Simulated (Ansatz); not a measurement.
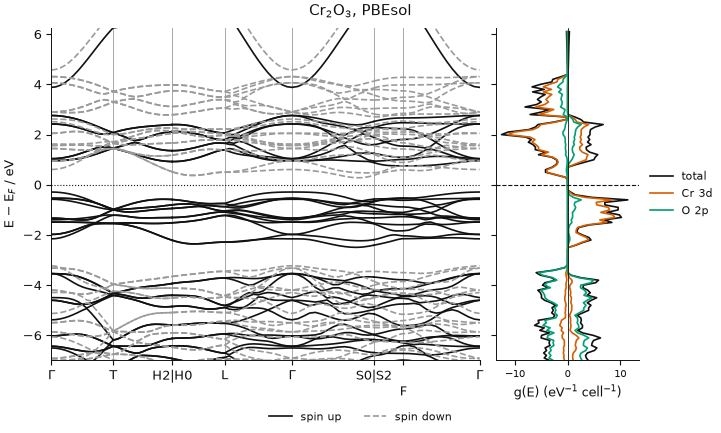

Band structure and density of states. Energies are counted from the Fermi level. The partial curves are projected on Löwdin-orthogonalised atomic shells. Spin-down states are drawn negative.

Input of the run:

```
crystal:
  lattice:
    - [2.4862178977, 1.4354185725, 4.4723821141]
    - [-2.4862178977, 1.4354185725, 4.4723821141]
    - [0.0, -2.870837145, 4.4723821141]
  atoms:
    - { symbol: Cr, position: [0.3503204332, 0.3503204332, 0.3503204332], spin: 2.64 }
    - { symbol: Cr, position: [0.1496795668, 0.1496795668, 0.1496795668], spin: 2.64 }
    - { symbol: Cr, position: [0.6496795668, 0.6496795668, 0.6496795668], spin: 2.64 }
    - { symbol: Cr, position: [0.8503204332, 0.8503204332, 0.8503204332], spin: 2.64 }
    - { symbol: O, position: [0.5512639374, 0.9487360626, 0.25] }
    - { symbol: O, position: [0.25, 0.5512639374, 0.9487360626] }
    - { symbol: O, position: [0.9487360626, 0.25, 0.5512639374] }
    - { symbol: O, position: [0.4487360626, 0.0512639374, 0.75] }
    - { symbol: O, position: [0.75, 0.4487360626, 0.0512639374] }
    - { symbol: O, position: [0.0512639374, 0.75, 0.4487360626] }
basis:
  ecutwfc: 420
kpoints:
  mp_grid: { grid: [12, 12, 12] }
  band_path:
    path:
      - [[0.0, 0.0, 0.0], [0.5, 0.5, 0.5], [0.76466001, 0.23533999, 0.5]]
      - [[0.5, -0.23533999, 0.23533999], [0.5, 0.0, 0.0], [0.0, 0.0, 0.0], [0.36766999, -0.36766999, 0.0]]
      - [[0.63233001, 0.0, 0.36766999], [0.5, 0.0, 0.5], [0.0, 0.0, 0.0]]
    npoints: 14
hamiltonian:
  xc: pbesol
scf:
  occupations: { method: gaussian, width: 0.02 }
  n_extra_bands: 25
output:
  forces: true
  stress: true
  eigenvalues: true
  populations: true
  dos: { projected: true, de: 0.02, nscf_kmesh: { grid: [18, 18, 18] } }
  bader: true
  write_density: true
  write_potential: true
  elf: true
  volumetric_format: npy
magnetization:
  spin_polarized: true
checkpoint:
  read: start.run
  write: ck
  compress: false
  write_wavefunctions: false
  write_every: 100000
```

Run as:
```bash
ansatz run input.yaml --threads 2 --pin off --max-ram 5120MiB --backend cpu --events-out ev --progress --plain --runs-dir out
```

Question: Read off the fundamental gap and say whether it is direct.

Answer: A semiconductor. The gap along this path is 0.57 eV and indirect, from the valence-band top at Γ to the conduction-band bottom between Γ and S0; the smallest direct gap is 1.21 eV, between F and Γ. The top filled level has spin up and the bottom empty one spin down.

Question: What is the character of the states on either side of the gap?

Answer: By projected weight, the top eV of the valence band is Cr 3d (80 %) and O 2p (15 %); the bottom eV of the conduction band is Cr 3d (85 %). Both edges come from the same d shell, so this is a d–d gap.

Question: How wide is the upper valence band?

Answer: The upper group of valence states starts about 2.2 eV under the valence-band top (which lies at −0.3 eV on this axis), with a gap beneath it; it holds about 12 electrons a cell.

A lower state was found for this cell.
